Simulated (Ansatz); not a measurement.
# Geometry relaxation, with input and output: Cu₂₇O₁₄ (part 2 of 4)

The same run, continued: Cu₂₇O₁₄ (defect cell, 41 atoms in the cell); DFT LDA, scalar-relativistic, plane waves, PAW, spin-polarised (Ansatz 0.2.0); cutoff 420 eV, 2×2×2 k-mesh, Gaussian smearing of 0.01 eV, collinear spins. The structure derives from a Materials Project entry. It belongs to a series of runs on one base structure; here: Cu vacancy (site c), charge +0, atoms relaxed at the host's cell.

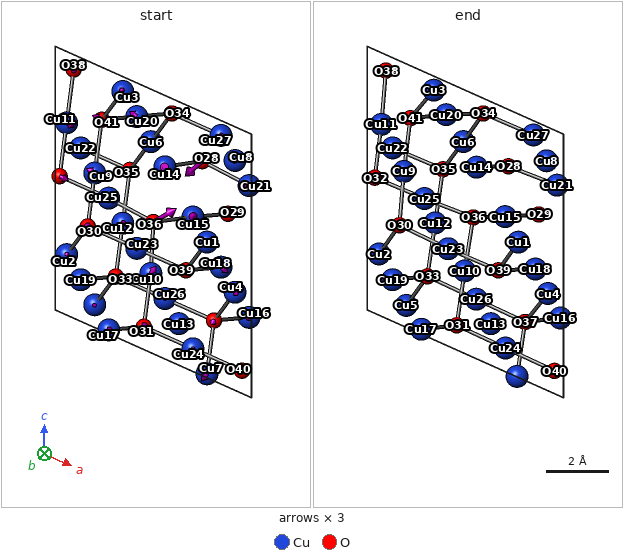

Before (left) and after (right) the relaxation, at one scale (ball-and-stick view of the cell of the calculation (origin shifted), along the b axis). The pink arrows give the displacements, magnified 3 times. After 5 geometry steps the energy has fallen by 0.461 eV per cell of the calculation. The largest force component goes from 2.5 to 0.0051 eV/Å. O36 moves most: 0.34 Å. Largest moves by element: O 0.34 Å, Cu 0.15 Å. The cell doesn't change. Among the contacts that change: Cu15–O36 1.911 → 1.784 Å, Cu25–O36 1.705 → 1.783 Å, Cu14–O28 1.860 → 1.783 Å, Cu7–O28 1.718 → 1.783 Å. Among the angles that change: Cu10–O36–Cu25 118.1° → 104.7°, Cu7–O28–Cu21 115.1° → 104.5°, Cu7–O28–Cu14 110.8° → 104.8°. (Atoms are counted from 1 in the order of the input.)

```
SCF converged after 5 iterations
Magnetization: 0.4866 μB (298.7433 up, 298.2567 down)
Absolute magnetization: 0.5117 μB (∫|ρ↑−ρ↓|, with the PAW one-centre terms)
Spin contamination: 0.0001 ħ² per cell (⟨S²⟩ above its minimum at these occupations)
Per-site moments (μB) at R_I (Å): [(0.016653088587280807, 0.7497383362347575), (0.015838529829130286, 0.7500623306115756), (0.018210805183611904, 0.7496086148850392), (0.018216968769163313, 0.7496348033285395), (0.015847668440325396, 0.7501380583059934), (0.016684300547985954, 0.7496844504038528), (0.018116569678904588, 0.7356673471350755), (0.013307800328249875, 0.7493981176743334), (0.013981865560682507, 0.748170477592424), (0.018153542351648483, 0.7356056161249124), (0.01392822637224933, 0.7480942994655543), (0.01331165681995497, 0.7494545011407445), (0.01283127248303555, 0.7476480346720974), (0.01637395489058005, 0.7356521847298718), (0.016394863776477392, 0.7357099065220856), (0.011556570836634602, 0.7484566197882618), (0.01154948893526822, 0.7484708341742417), (0.015897188990223722, 0.7486767829318539), (0.012047361496833909, 0.7492712242535352), (0.01590790345520868, 0.7486768059178066), (0.012459307369256071, 0.7357297338308233), (0.006842513354672634, 0.7501928951301089), (0.00911237358508617, 0.7477629319404482), (0.00879720321051947, 0.7497281287497496), (0.012460882411032619, 0.7356865435222976), (0.008800512953383834, 0.7498266063523704), (0.009141212609632007, 0.7477714182097519), (0.008249093378625979, 0.7356521847298718), (0.005216891422193706, 0.7497383362347575), (0.005007654645913732, 0.7477629319404482), (0.005652172036169351, 0.7484708341742417), (0.006310458742388766, 0.7480942994655543), (0.004701159833713723, 0.7492712242535352), (0.00546145906701796, 0.7476706275074243), (0.005222551529560448, 0.7496844504038528), (0.008280995048904564, 0.7356056161249124), (0.005645723560076209, 0.7484566197882618), (0.005003902358990643, 0.7477714182097519), (0.005446063009876828, 0.7476480346720974), (0.004704953499938401, 0.749291714724106), (0.00632081426440264, 0.748170477592424)]
Free energy (F): -184758.058480 eV
Harris-Foulkes:  -184758.058480 eV  (|F-HF|=2.57e-8)
Internal energy: -184758.056924 eV  (E = F + TS)
E sigma→0 (E₀):  -184758.057702 eV
Entropy (-TS):   -0.001556 eV (-0.038 meV/atom)
Fermi energy:    10.983278 eV
--- Per-component energies (eV) ---
  E_band       = -12277.780369
  E_kinetic    = 10523.581986
  E_local      = -133320.861409  (includes V_loc(G=0)·N_el)
  E_nonlocal   = 11441.060551
  E_hartree    = 58128.885955
  E_xc         = -3380.695577
  E_vxc        = -4373.088811  (∫ρ·V_xc dr)
  E_paw        = -45130.018775  (= ΣΔE_a)
  E_vpaw       = -12806.269748  (= ΣTr[D̂ρ^β])
  E_aug_tail   = 0.040631  (compensation charges beyond the density's cutoff)
  E_ewald      = -83033.548009
  E_core_change = 13.497723  (= ΣΔE_core)
  E_smearing   = -0.001556  (= −TS)
  E_closure    = -0.000000  (closes the sum)
  Σ components = -184758.058480   (vs F -184758.058480, Δ=0.00e0)
--- Forces (eV/Å), atoms counted from 1 ---
  atom   1  Cu     0.00140675     0.00099617     0.00015952
  atom   2  Cu     0.00117424    -0.00098892     0.00136546
  atom   3  Cu     0.00144344    -0.00038354    -0.00013277
  atom   4  Cu    -0.00011780     0.00155123     0.00061228
  atom   5  Cu    -0.00086261     0.00046496    -0.00161009
  atom   6  Cu    -0.00035406    -0.00018585    -0.00011195
  atom   7  Cu    -0.00026777     0.00293444    -0.00200693
  atom   8  Cu    -0.00039820     0.00448886    -0.00102072
  atom   9  Cu    -0.00422934    -0.00141189    -0.00333346
  atom  10  Cu    -0.00048332    -0.00214739     0.00035769
  atom  11  Cu     0.00332122     0.00194313     0.00368585
  atom  12  Cu     0.00002445    -0.00362913     0.00187915
  atom  13  Cu    -0.00025568    -0.00018302     0.00041297
  atom  14  Cu     0.00159686    -0.00102115     0.00051496
  atom  15  Cu    -0.00153978     0.00317227    -0.00450150
  atom  16  Cu    -0.00110769     0.00208333    -0.00039033
  atom  17  Cu     0.00113233    -0.00375855     0.00020301
  atom  18  Cu    -0.00198826     0.00135777     0.00376383
  atom  19  Cu    -0.00014681    -0.00014621    -0.00107367
  atom  20  Cu     0.00249841    -0.00216246    -0.00275453
  atom  21  Cu     0.00100802    -0.00042819    -0.00181742
  atom  22  Cu    -0.00160849    -0.00052362    -0.00071896
  atom  23  Cu    -0.00158600     0.00198429     0.00122924
  atom  24  Cu     0.00352936    -0.00250238    -0.00328155
  atom  25  Cu    -0.00039557     0.00096124     0.00328335
  atom  26  Cu    -0.00353875     0.00100873     0.00454273
  atom  27  Cu     0.00175579    -0.00255848    -0.00103361
  atom  28  O     -0.00053776     0.00241646    -0.00376522
  atom  29  O     -0.00141814    -0.00209479    -0.00125202
  atom  30  O     -0.00014273     0.00211581     0.00091553
  atom  31  O     -0.00142162     0.00275529     0.00031333
  atom  32  O      0.00164861     0.00074133     0.00332074
  atom  33  O     -0.00063808     0.00051524    -0.00257328
  atom  34  O      0.00334733    -0.00118847     0.00059077
  atom  35  O      0.00028364     0.00102342     0.00194704
  atom  36  O      0.00373066    -0.00361905     0.00505992
  atom  37  O      0.00010250    -0.00121471    -0.00091208
  atom  38  O      0.00000321    -0.00146560    -0.00247202
  atom  39  O     -0.00126950     0.00003635    -0.00160829
  atom  40  O     -0.00119673    -0.00016627     0.00319657
  atom  41  O     -0.00249975    -0.00076654    -0.00098528
  max |Σ_I F_I| component: 4.11e-6 eV/Å
--- Band table (eV; the first three rows and the last of 8) ---
  k-point 0 ↑: bands = ["-100.4042", "-100.4040", "-100.4037", "-100.3668", "-100.3579", "-100.3572", "-100.3547", "-100.3547", "-100.3524", "-100.3523", ... 149 levels left out ..., "5.6878", "5.8019", "5.8371", "6.1648", "6.4958", "6.7796", "6.8427", "6.9480", "7.1128", "7.5341", "7.5901", "7.6350", "7.6972", "7.7586", "7.7727", "7.8390", "7.8575", "7.8718", "7.8898", "7.9109", "7.9518", "7.9671", "7.9989", "8.0593", "8.0797", "8.2341", "8.3072", "8.3133", "8.3379",
      "8.3866", "8.4106", "8.4336", "8.4473", "8.4551", "8.4761", "8.4841", "8.4927", "8.4990", "8.5216", "8.5280", "8.5479", "8.5507", "8.5692", "8.5945", "8.6134", "8.6245", "8.6290", "8.6414", "8.6578", "8.6687", "8.6873", "8.7065", "8.7084", "8.7174", "8.7359", "8.7388", "8.7586", "8.7661", "8.7753", "8.7887", "8.7973", "8.8132", "8.8155", "8.8359", "8.8401", "8.8488", "8.8753", "8.8780", "8.9070",
      "8.9398", "8.9549", "8.9666", "8.9792", "8.9874", "8.9903", "9.0206", "9.0351", "9.0409", "9.0503", "9.0705", "9.0798", "9.0931", "9.1019", "9.1094", "9.1122", "9.1372", "9.1414", "9.1584", "9.1700", "9.1768", "9.1867", "9.1947", "9.2063", "9.2093", "9.2197", "9.2260", "9.2505", "9.2539", "9.3003", "9.3046", "9.3313", "9.3403", "9.3469", "9.3622", "9.3722", "9.4008", "9.4091", "9.4279", "9.4490",
      "9.4540", "9.4681", "9.4794", "9.5142", "9.5435", "9.5545", "9.5864", "9.6245", "9.6656", "9.7113", "9.8293", "9.8416", "9.9032", "9.9366", "9.9928", "10.0376", "10.0873", "10.1827", "10.2060", "10.3230", "10.3939", "10.4582", "10.5012", "10.5100", "10.6125", "10.6548", "10.7476", "10.7766", "10.8119", "10.8565", "10.8627", "12.6927", "12.7318", "12.7814", "13.0094", "13.0429", "13.1523", "13.3185", "13.7937", "13.8328",
      "13.9255", "14.0306", "14.0505", "14.1234", "14.1611", "14.2483", "14.3501", "14.3881", "14.5188", "14.7024", "14.7327", "14.9913", "15.0426", "15.3087", "15.4611", "16.0469", "16.6756", "16.7070", "16.7390", "16.7670", "16.8311", "16.9094", "16.9699", "17.0527", "17.2417", "17.3445", "17.4993", "18.1169", "18.1925", "18.3732", "18.9583", "19.0061", "19.0294", "19.1492", "19.2541", "19.5074", "19.7542", "19.8775", "20.0797", "20.2106",
      "20.2564", "20.4050", "20.9160", "21.0073", "21.1754", "21.2345", "21.3090", "21.4123", "21.5273", "21.7362", "21.8372"]
  k-point 1 ↑: bands = ["-100.4042", "-100.4041", "-100.4037", "-100.3668", "-100.3579", "-100.3572", "-100.3547", "-100.3547", "-100.3524", "-100.3523", ... 149 levels left out ..., "5.7792", "5.8188", "5.9427", "6.1183", "6.4412", "6.6492", "7.0482", "7.1725", "7.3300", "7.4030", "7.5178", "7.5544", "7.6074", "7.6673", "7.7203", "7.7778", "7.8257", "7.8825", "7.9224", "7.9485", "7.9633", "8.0108", "8.0363", "8.0978", "8.1535", "8.1901", "8.2162", "8.2330", "8.2508",
      "8.3177", "8.3702", "8.3903", "8.4244", "8.4288", "8.4526", "8.4728", "8.4871", "8.5113", "8.5243", "8.5298", "8.5361", "8.5519", "8.5595", "8.5801", "8.5894", "8.6053", "8.6183", "8.6266", "8.6308", "8.6376", "8.6442", "8.6514", "8.6626", "8.6697", "8.6890", "8.7032", "8.7419", "8.7642", "8.7760", "8.7923", "8.8175", "8.8253", "8.8385", "8.8713", "8.8838", "8.8966", "8.9110", "8.9158", "8.9233",
      "8.9364", "8.9585", "8.9705", "8.9838", "9.0041", "9.0242", "9.0280", "9.0327", "9.0361", "9.0605", "9.0860", "9.0927", "9.1014", "9.1069", "9.1213", "9.1240", "9.1309", "9.1472", "9.1532", "9.1655", "9.1777", "9.1794", "9.1846", "9.2123", "9.2362", "9.2395", "9.2523", "9.2585", "9.2658", "9.2869", "9.2917", "9.2943", "9.3033", "9.3152", "9.3236", "9.3405", "9.3452", "9.3714", "9.3964", "9.4237",
      "9.4473", "9.4927", "9.5029", "9.5319", "9.5620", "9.6585", "9.6919", "9.7061", "9.7383", "9.7710", "9.8229", "9.8407", "9.9111", "10.0114", "10.1064", "10.1445", "10.2022", "10.2112", "10.2521", "10.3413", "10.4153", "10.4904", "10.5050", "10.5207", "10.5594", "10.5845", "10.6593", "10.6780", "10.6965", "10.7644", "10.9874", "12.2435", "13.0643", "13.1065", "13.1390", "13.1879", "13.3165", "13.3892", "13.5541", "13.5965",
      "13.6400", "13.7917", "13.9152", "13.9924", "14.0333", "14.2278", "14.3913", "14.5637", "14.6349", "14.8087", "14.9984", "15.0486", "15.3095", "15.4387", "15.5862", "15.8882", "16.0172", "16.1594", "16.2901", "16.5939", "16.7652", "16.8081", "17.4630", "17.5217", "17.6988", "17.8461", "17.9453", "18.0991", "18.3119", "18.4138", "18.6056", "18.7580", "18.9274", "19.0105", "19.3804", "19.5500", "19.7007", "19.7936", "19.9181", "19.9838",
      "20.0055", "20.3060", "20.4789", "20.6951", "20.7633", "21.0318", "21.2727", "21.3115", "21.7365", "21.8359", "22.2627"]
  k-point 2 ↑: bands = ["-100.4042", "-100.4041", "-100.4037", "-100.3668", "-100.3579", "-100.3572", "-100.3547", "-100.3547", "-100.3524", "-100.3523", ... 149 levels left out ..., "5.7334", "5.8800", "6.0186", "6.1570", "6.3924", "6.6806", "7.0307", "7.1563", "7.3203", "7.4172", "7.5080", "7.5593", "7.6411", "7.6589", "7.7150", "7.7913", "7.8069", "7.8795", "7.8986", "7.9533", "7.9683", "8.0379", "8.0762", "8.0843", "8.1403", "8.1805", "8.2152", "8.2360", "8.2570",
      "8.3127", "8.3427", "8.4086", "8.4158", "8.4239", "8.4337", "8.4482", "8.4737", "8.5094", "8.5180", "8.5340", "8.5425", "8.5489", "8.5602", "8.5663", "8.5964", "8.5996", "8.6089", "8.6229", "8.6298", "8.6429", "8.6535", "8.6581", "8.6785", "8.6811", "8.7022", "8.7217", "8.7402", "8.7651", "8.7839", "8.8045", "8.8075", "8.8270", "8.8546", "8.8603", "8.8729", "8.8753", "8.8988", "8.9111", "8.9315",
      "8.9366", "8.9586", "8.9736", "8.9891", "8.9976", "9.0130", "9.0229", "9.0273", "9.0412", "9.0730", "9.0799", "9.0883", "9.1049", "9.1159", "9.1164", "9.1207", "9.1393", "9.1410", "9.1534", "9.1632", "9.1692", "9.1785", "9.1928", "9.2022", "9.2200", "9.2300", "9.2411", "9.2532", "9.2714", "9.2773", "9.2827", "9.2922", "9.3006", "9.3087", "9.3308", "9.3722", "9.3876", "9.3957", "9.4078", "9.4169",
      "9.4596", "9.4776", "9.5020", "9.5235", "9.5531", "9.6611", "9.6873", "9.7161", "9.7369", "9.7675", "9.8045", "9.8117", "9.8900", "9.9926", "10.1412", "10.1627", "10.1873", "10.2307", "10.2446", "10.3651", "10.4762", "10.4796", "10.5004", "10.5136", "10.5466", "10.5937", "10.6117", "10.6509", "10.7501", "10.7981", "10.9768", "12.2332", "13.0639", "13.0926", "13.1538", "13.2194", "13.3017", "13.3825", "13.5080", "13.5942",
      "13.6233", "13.7865", "13.9347", "14.0090", "14.1175", "14.2342", "14.3535", "14.5780", "14.6597", "14.7548", "14.9381", "15.1417", "15.3610", "15.4257", "15.5056", "15.8683", "16.0414", "16.1565", "16.2709", "16.4340", "16.7652", "16.8497", "17.3838", "17.5883", "17.6986", "17.9012", "17.9873", "18.2146", "18.2579", "18.4624", "18.5470", "18.7137", "18.9708", "19.2947", "19.3925", "19.5032", "19.5884", "19.7932", "19.8981", "19.9863",
      "20.1195", "20.3522", "20.4367", "20.5360", "20.6948", "20.9165", "21.2430", "21.3135", "21.7169", "21.9504", "22.1964"]
```
